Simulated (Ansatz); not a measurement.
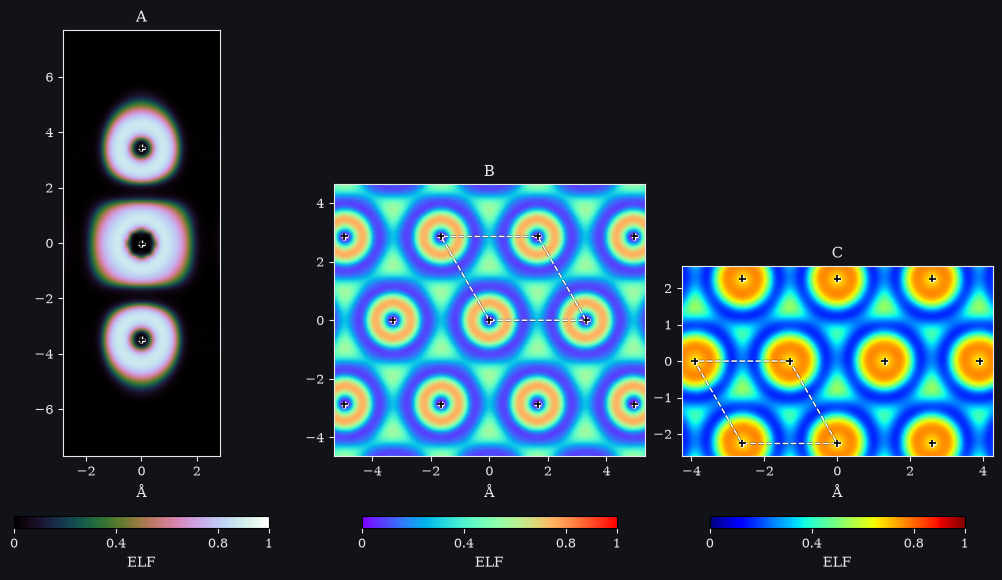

The electron localisation function of 3 systems, each on a plane through atoms (crosses mark nuclei in the plane).

The calculation used DFT PBE, scalar-relativistic, plane waves, PAW in Ansatz 0.2.0.

System 1: Sc, the (001) plane of the conventional cell. Space group R-3m; a generated structure, not necessarily the stable one; computed without spin polarisation.

```yaml
crystal:
  lattice:
    - [1.65171, 2.86084, 0.00000]
    - [-3.30341, 0.00000, 0.00000]
    - [0.00000, 0.00000, 23.44022]
  atoms:
    - { symbol: Sc, position: [0.00000, 0.00000, 0.00000] }
    - { symbol: Sc, position: [0.66667, 0.33333, 0.11189] }
    - { symbol: Sc, position: [0.00000, 0.00000, 0.22145] }
    - { symbol: Sc, position: [0.66667, 0.33333, 0.33333] }
    - { symbol: Sc, position: [0.33333, 0.66667, 0.44522] }
    - { symbol: Sc, position: [0.66667, 0.33333, 0.55478] }
    - { symbol: Sc, position: [0.33333, 0.66667, 0.66667] }
    - { symbol: Sc, position: [0.00000, 0.00000, 0.77855] }
    - { symbol: Sc, position: [0.33333, 0.66667, 0.88811] }
```

System 2: V, the (001) plane of the conventional cell. Space group P6₃/mmc; a generated structure, not necessarily the stable one; computed without spin polarisation.

```
V
1.0
     2.61052    0.00000    0.00000
    -1.30526    2.26078    0.00000
     0.00000    0.00000    4.68873
V
2
Direct
  0.33333 0.66667 0.75000
  0.66667 0.33333 0.25000
```

System 3: RbBr (slab), the (100) plane of the calculation cell, a cut from vacuum to vacuum. 

Match each panel to its system.

Panel A is system 3, RbBr: the plane holds Rb and Br. Rb–Br (3.48 Å): the ELF is about 0.10 at the midpoint (a closed-shell, largely ionic contact). Panel B is system 1, Sc: the plane holds Sc. Sc–Sc (3.30 Å): the ELF is about 0.25 at the midpoint: no shared electron pair shows on this line. Panel C is system 2, V: the plane holds V. V–V (2.61 Å): the ELF is about 0.25 at the midpoint; no localised pair shows between them.
